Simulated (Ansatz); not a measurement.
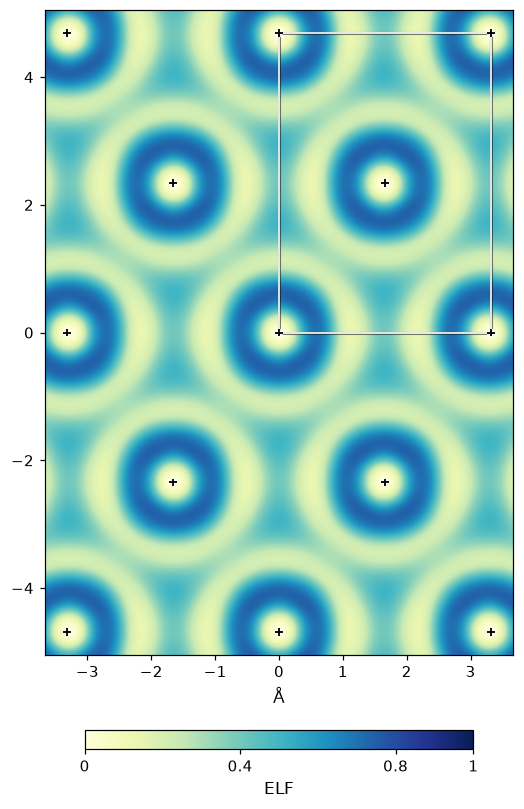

The ELF on a plane through atoms (crosses mark nuclei in the plane).

The calculation used DFT PBE, scalar-relativistic, plane waves, PAW (Ansatz 0.2.0).

Candidates:
A. Si, a = 5.47 Å, b = 5.47 Å, c = 5.47 Å, α = 90.00°, β = 90.00°, γ = 90.00°. Space group Fd-3m.
B. Ta, a = 3.32 Å, b = 3.32 Å, c = 3.32 Å, α = 90.00°, β = 90.00°, γ = 90.00°. Space group Im-3m; computed without spin polarisation.
C. CsPbBr₃, a = 8.53 Å, b = 11.90 Å, c = 8.26 Å, α = 90.00°, β = 90.00°, γ = 90.00°. Space group Pnma.

Which system is this?

Candidate B: Ta on the (110) plane of the conventional cell, which holds Ta. Ta–Ta (2.87 Å): the ELF is about 0.30 at the midpoint; no shared electron pair shows on this line.
